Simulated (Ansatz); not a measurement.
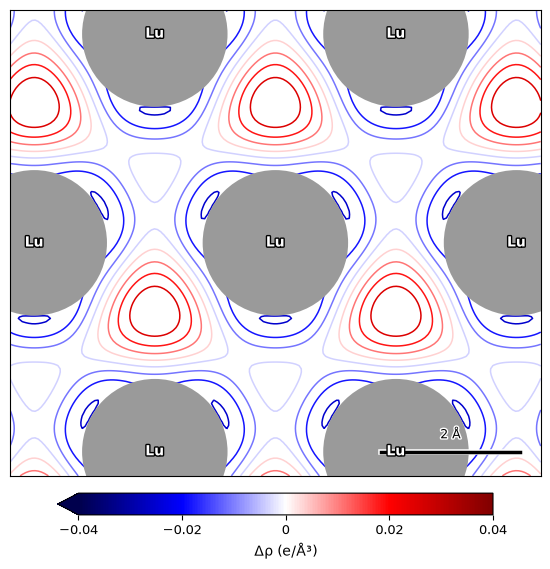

*Lu. Deformation density (self-consistent density less superposed neutral spherical atoms): a map on the (001) plane of the conventional cell, with grey discs over the atomic cores. Cores are masked to 1.0 Å (Lu).*

Space group R-3m; spin-polarised. The cell comes from a database of computed structures, not from a measurement.

Method: DFT PBE, scalar-relativistic, plane waves, PAW in Ansatz 0.2.0.

In a PAW calculation such maps are meaningful between the atoms, not at the nuclei.

### Where does charge go when the atoms form this crystal?

Lu–Lu (3.45 Å): Δρ is about zero at the midpoint.
- Over the whole cell, outside the masked cores, the largest gain, 0.03 e/Å³, lies 2.0 Å from a lutetium nucleus, and the largest loss lies at the edge of the masked core of Lu.
- The rearranged charge, half the integral of |Δρ|, is about 0.18 e an atom.

### Metal or insulator at this level?

It is a metal at this level of theory.

Run time: 4.9 min on 2 threads of Arm Neoverse N1, with other jobs on the host, peak memory 1.3 GiB.
